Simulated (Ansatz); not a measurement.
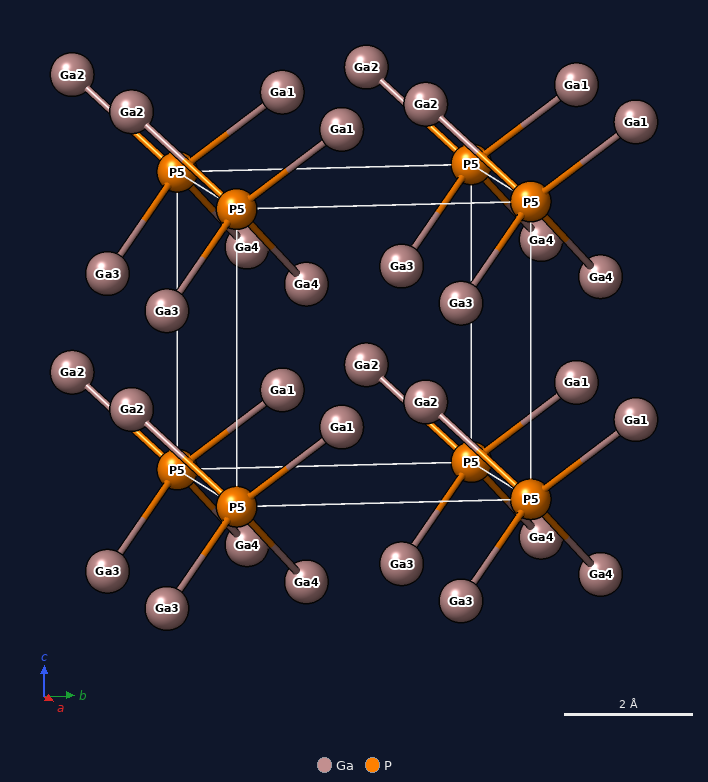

Figure 1. The structure as given in the input (ball-and-stick view of the cell of the calculation, seen slightly off an axis; atoms are numbered from 1 in the order of the input). An atom can appear more than once, as a periodic image. Near neighbours in the periodic cell (some may lie outside the picture): Ga has 1 P at 2.43 Å; P has 4 Ga at 2.43 Å.

**Band-structure calculation of Ga$_{4}$P**

System: Ga$_{4}$P (P-43m, 5 atoms in the cell).
Method: DFT PBE, scalar-relativistic, plane waves, PAW, no spin polarisation (Ansatz 0.2.0).

The structure was made by a generator, so it may or may not be a known phase. Figures and captions count atoms from 1; the log counts them from 0 in places.

**Input file**
```yaml
crystal:
  lattice:
    - [4.7148893921, 0.0, 0.0]
    - [0.0, 4.7148893921, 0.0]
    - [0.0, 0.0, 4.7148893921]
  atoms:
    - { symbol: Ga, position: [0.2971284292, 0.2971284292, 0.2971284292] }
    - { symbol: Ga, position: [0.7028715708, 0.7028715708, 0.2971284292] }
    - { symbol: Ga, position: [0.2971284292, 0.7028715708, 0.7028715708] }
    - { symbol: Ga, position: [0.7028715708, 0.2971284292, 0.7028715708] }
    - { symbol: P, position: [0.0, 0.0, 0.0] }
basis:
  ecutwfc: 420
kpoints:
  mp_grid: { grid: [8, 8, 8] }
  band_path:
    path:
      - [[0.0, 0.0, 0.0], [0.0, 0.5, 0.0], [0.5, 0.5, 0.0], [0.0, 0.0, 0.0], [0.5, 0.5, 0.5], [0.0, 0.5, 0.0]]
      - [[0.5, 0.5, 0.5], [0.5, 0.5, 0.0]]
    npoints: 14
hamiltonian:
  xc: pbe
scf:
  occupations: { method: gaussian, width: 0.1 }
  n_extra_bands: 12
output:
  forces: true
  stress: true
  eigenvalues: true
  populations: true
  dos: { projected: true, de: 0.02, nscf_kmesh: { grid: [10, 10, 10] } }
  bader: true
  write_density: true
  write_potential: true
  elf: true
  volumetric_format: npy
```

Machine: 1 thread of AMD EPYC (Zen 3), 189 GiB of memory available, shared host.

Launch command:
```bash
ansatz run input.yaml --threads 1 --pin off --max-ram 2560MiB --backend cpu --events-out ev --progress --plain --runs-dir out
```

**Output**
```
scf.n_extra_bands = 12 over 29 filled bands (N_el = 57.0): the run solves 41 bands
Engine: ansatz 0.2.0, x86_64-unknown-linux-gnu
Pseudopotentials: kind: paw
Pseudopotential: Ga, paw, valence charge 13, recommended cutoff 420 eV (normal), Ga.paw.azcp
Pseudopotential: P, paw, valence charge 5, recommended cutoff 420 eV (normal), P.paw.azcp
Functional definition: PBE
  parameter kappa = 0.804
  parameter beta = 0.06672455060314922
  exchange = pbe_x(kappa = kappa, mu = beta*pi^2/3)
  correlation = pbe_c(beta = beta)
Crystal: 5 atoms, lattice volume = 104.813 Å³
Basis set: ecut = 420 eV, 2103 PW (Γ), exchange–correlation on 64×64×64 points (8 copies of the dense FFT grid, shifted against one another)
Bands: 41, of which v1, the nominal top of the filled ones, is band 29 counted from 1 (28 counted from 0)
Symmetry: 24 space group operations
Space group: P-43m (ITA 215), of the structure as read, at distance tolerance 4.7e-5 Å
k-points: 35 of 512 (time reversal used)
Non-local potential: Ga, projectors of the file, l = 0: 2, l = 1: 2, l = 2: 3, l = 3: 1
Non-local potential: P, projectors of the file, l = 0: 2, l = 1: 2, l = 2: 2
PAW form: soft (Blöchl's): semilocal exchange-correlation on the pseudo side does not see the compensation charge
PAW one-centre angular grid: Ga, 590 points (default); XC on 64 Gauss nodes
PAW one-centre angular grid: P, 110 points (default); XC on 64 Gauss nodes
Initial density: superposition of atomic densities (neutral atoms: chi_scale 0, normalization atom), corrected by the library's trained network
Initial wavefunctions: pseudopotential atomic-orbital guess
Functional: x = pbe(κ = 0.804, μ = 0.2195149727645171), c = pbe(β = 0.06672455060314922)
SCF iter   1: F=—  HF=-15887.096574 eV  |F-HF|=—  |Δ(HF+E_count)|=         —  Δρ=3.29e-3  dr2=2.75e-2  ethr=1.77e-3  ⟨swp⟩=6.6  Hψ=6218  notcnv=0  defer=35
preconditioner: auto → Kerker (q_TF=auto, 2.465 Å⁻¹)  [metal: Δε(μ)=0.090 eV  Ē_g=16.919 eV  σ=0.100 eV  W_gap=0.48  n_scr=26 (ndim 8)  ℏωp=27.4 eV  f_vac=0.000  D(μ)=1.76/eV (n_scr^D=6)]
SCF iter   2: F=—  HF=-15887.090991 eV  |F-HF|=—  |Δ(HF+E_count)|=   5.58e-3  Δρ=1.81e-3  dr2=9.55e-3  ethr=4.82e-5  ⟨swp⟩=1.9  Hψ=1840  notcnv=0  defer=47
preconditioner: auto → Resta (q_TF=auto, 2.465 Å⁻¹)  ε∞=3.6  [insulator: Δε(μ)=0.100 eV  Ē_g=16.896 eV  σ=0.100 eV  W_gap=0.52  n_scr=26 (ndim 8)  ℏωp=27.4 eV  f_vac=0.000  D(μ)=1.74/eV (n_scr^D=6)  ε∞_Penn≈3.6]
SCF iter   3: F=—  HF=-15887.090093 eV  |F-HF|=—  |Δ(HF+E_count)|=   8.98e-4  Δρ=1.44e-3  dr2=1.46e-3  ethr=1.67e-5  ⟨swp⟩=2.0  Hψ=2287  notcnv=0  defer=47
SCF iter   4: F=—  HF=-15887.088780 eV  |F-HF|=—  |Δ(HF+E_count)|=   1.31e-3  Δρ=3.97e-4  dr2=2.03e-4  ethr=2.57e-6  ⟨swp⟩=2.0  Hψ=2164  notcnv=0  defer=47
SCF iter   5: F=—  HF=-15887.088731 eV  |F-HF|=—  |Δ(HF+E_count)|=   4.85e-5  Δρ=1.17e-4  dr2=9.01e-6  ethr=3.55e-7  ⟨swp⟩=2.0  Hψ=2261  notcnv=0  defer=47
SCF iter   6: F=—  HF=-15887.088756 eV  |F-HF|=—  |Δ(HF+E_count)|=   2.45e-5  Δρ=4.42e-5  dr2=1.11e-6  ethr=1.58e-8  ⟨swp⟩=2.0  Hψ=2265  notcnv=0  defer=47
SCF iter   7: F=—  HF=-15887.088756 eV  |F-HF|=—  |Δ(HF+E_count)|=   2.07e-7  Δρ=8.78e-6  dr2=1.11e-7  ethr=1.95e-9  ⟨swp⟩=2.0  Hψ=2068  notcnv=0  defer=47
SCF iter   8: F=-15887.088755 eV  HF=-15887.088755 eV  |F-HF|=1.28e-8  |Δ(HF+E_count)|=   3.25e-8  Δρ=3.56e-6  dr2=9.12e-9  ethr=1.75e-10  ⟨swp⟩=14.8  Hψ=10257  notcnv=0
SCF 1 converged in 8 iterations: F = -15887.088755 eV  dr2 = 9.12e-9
  greatest PAW one-centre occupation: 0.995 electrons in one spin orbital (limit 2), on the Ga atom at site 0 (counted from 0), in its partial waves of l = 2
NSCF: frozen V_eff on 86 k-points
NSCF: frozen V_eff on 56 k-points
SCF converged after 8 iterations
Free energy (F): -15887.088755 eV
Harris-Foulkes:  -15887.088755 eV  (|F-HF|=1.28e-8)
Internal energy: -15887.080113 eV  (E = F + TS)
E sigma→0 (E₀):  -15887.084434 eV
Entropy (-TS):   -0.008643 eV (-1.729 meV/atom)
Fermi energy:    8.175138 eV
--- Per-component energies (eV) ---
  E_band       = -224.476514
  E_kinetic    = 526.644189
  E_local      = -8105.850209  (includes V_loc(G=0)·N_el)
  E_nonlocal   = 1724.139314
  E_hartree    = 3777.132864
  E_xc         = -337.065338
  E_vxc        = -290.758864  (∫ρ·V_xc dr)
  E_paw        = -8513.118228  (= ΣΔE_a)
  E_vpaw       = -1632.926271  (= ΣTr[D̂ρ^β])
  E_aug_tail   = -0.000423  (compensation charges beyond the density's cutoff)
  E_ewald      = -4958.962283
  E_smearing   = -0.008643  (= −TS)
  E_closure    = -0.000000  (closes the sum)
  Σ components = -15887.088755   (vs F -15887.088755, Δ=0.00e0)
--- Forces (eV/Å), atoms counted from 1 ---
  atom   1  Ga    -0.00036178    -0.00036178    -0.00036178
  atom   2  Ga     0.00036178     0.00036178    -0.00036178
  atom   3  Ga    -0.00036178     0.00036178     0.00036178
  atom   4  Ga     0.00036178    -0.00036178     0.00036178
  atom   5  P     -0.00000000     0.00000000     0.00000000
  max |Σ_I F_I| component: 1.72e-16 eV/Å
--- Stress (GPa, compression-positive) ---
        0.004940       0.000000       0.000000
        0.000000       0.004940      -0.000000
        0.000000      -0.000000       0.004940
  P = ⅓ Tr σ = 0.0049 GPa (0.049 kbar)
--- Band table (eV; the first three rows and the last of 35) ---
  k-point 0: bands = ["-7.2582", "-7.0750", "-7.0750", "-7.0625", "-7.0625", "-7.0625", "-6.9755", "-6.9755", "-6.9755", "-6.8874", "-6.8874", "-6.8501", "-6.8501", "-6.8501", "-6.8349", "-6.8349", "-6.8349", "-6.7588", "-6.7588", "-6.7588", "-3.8631", "0.0697", "3.0767", "3.0767", "3.0767", "6.0043", "6.0043", "7.8309", "7.8309", "7.8309", "9.3383", "12.0951", "12.0951", "12.0951", "12.1355", "12.1355", "12.1355", "14.3001", "14.3001", "16.0900", "16.0900"]
  k-point 1: bands = ["-7.2481", "-7.0742", "-7.0700", "-7.0597", "-7.0588", "-7.0588", "-6.9785", "-6.9732", "-6.9732", "-6.8890", "-6.8866", "-6.8534", "-6.8534", "-6.8527", "-6.8445", "-6.8375", "-6.8375", "-6.7632", "-6.7586", "-6.7586", "-3.7957", "-0.0714", "2.9427", "3.1259", "3.1259", "6.1115", "6.3562", "7.2929", "7.6963", "7.6963", "10.0858", "11.2568", "11.2568", "11.3284", "12.1991", "13.3360", "13.3360", "14.5230", "15.2903", "15.3168", "15.3168"]
  k-point 2: bands = ["-7.2205", "-7.0718", "-7.0569", "-7.0548", "-7.0491", "-7.0491", "-6.9862", "-6.9672", "-6.9672", "-6.8974", "-6.8846", "-6.8649", "-6.8622", "-6.8622", "-6.8600", "-6.8439", "-6.8439", "-6.7737", "-6.7582", "-6.7582", "-3.6094", "-0.4669", "2.8926", "3.2558", "3.2558", "5.7815", "6.4245", "7.3341", "7.3341", "8.0266", "10.1134", "10.9309", "10.9309", "11.1316", "12.4883", "13.7222", "13.7222", "14.4740", "15.1936", "15.4014", "15.4014"]
  k-point 34: bands = ["-7.2587", "-7.0467", "-7.0467", "-7.0467", "-7.0138", "-7.0138", "-6.9829", "-6.9829", "-6.9829", "-6.9224", "-6.9224", "-6.9224", "-6.8455", "-6.8455", "-6.8455", "-6.8450", "-6.8450", "-6.7566", "-6.7566", "-6.7566", "-2.5902", "0.9509", "1.9788", "1.9788", "1.9788", "3.8180", "3.8180", "3.8180", "11.3252", "11.3252", "11.3252", "12.9229", "13.8505", "13.8505", "14.7239", "14.7239", "14.7239", "15.6108", "15.6108", "15.6108", "17.0922"]
--- Löwdin populations: 5 sites ---
  site symbol       q [e]
     0     Ga     12.9816
     1     Ga     12.9816
     2     Ga     12.9816
     3     Ga     12.9816
     4      P      4.9443
  spilling = 0.002270 (of n_electrons = 57.000000)
--- Bader charges: 5 sites ---
  site symbol  charge [e]  shift [e]
     0     Ga      0.1959     0.0001
     1     Ga      0.1959     0.0001
     2     Ga      0.1959     0.0001
     3     Ga      0.1959     0.0001
     4      P     -0.7836     0.0004
  estimated error of the sums over rays = 2.7e-4 e
```

**File bader_charges.tsv**
```
# site	symbol	x_ang	y_ang	z_ang	partial_charge_e	electrons	volume_ang3	relative_density_drop	shared_charge_e	partial_wave_shift_e
# quadrature_error_electrons = 2.7e-4
0	Ga	1.4009	1.4009	1.4009	0.19589	30.80411	20.13	-	0.19589	0.00009
1	Ga	3.3140	3.3140	1.4009	0.19591	30.80409	20.13	-	0.19591	0.00009
2	Ga	1.4009	3.3140	3.3140	0.19591	30.80409	20.13	-	0.19591	0.00009
3	Ga	3.3140	1.4009	3.3140	0.19591	30.80409	20.13	-	0.19591	0.00009
4	P	0.0000	0.0000	0.0000	-0.78361	15.78361	24.29	-	-0.78361	0.00035
```

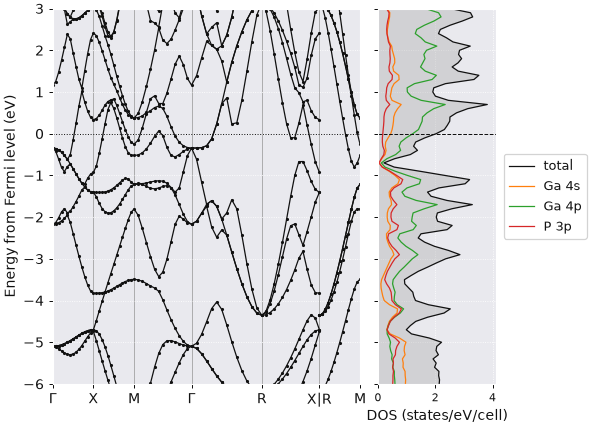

Figure 2. Band structure along Γ–X–M–Γ–R–X|R–M and density of states (projected on Löwdin-orthogonalised atomic shells), with energies from the Fermi level. Bands cross the Fermi level: a metal at this level of theory.

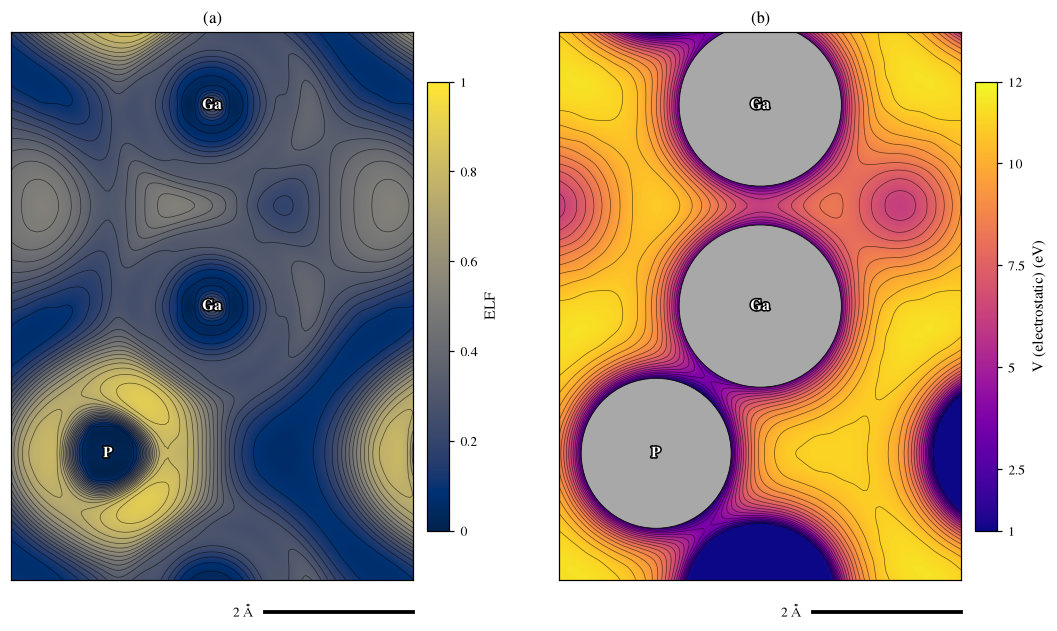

Figure 3. (a) electron localisation function; (b) electrostatic potential energy of an electron on the (11̄0) plane of the conventional cell. Grey discs, where drawn, cover atomic cores. The section cuts through Ga and P sites. Ga–P (2.43 Å): the ELF is about 0.70 at the midpoint. Outside the cores the potential energy rises away from the atoms and is highest about 2.0 Å from the nearest atoms; outside the discs it spans about 10 eV, and its zero is arbitrary. In a PAW calculation such maps are meaningful between the atoms, not at the nuclei.

**Key numbers**

| quantity | value |
| --- | --- |
| outcome | converged |
| space group (tolerance 0.01 Å) | P-43m (215) |
| electrons treated | 57 |
| free energy | −15887.0888 eV |
| Fermi energy | 8.175 eV |
| gap on the k-point mesh | none (metallic) |
| pressure | 0.00 GPa |
| largest force (length of the vector) | 0.001 eV/Å |
| wall time | 2 min |
| peak memory | 0.5 GiB |
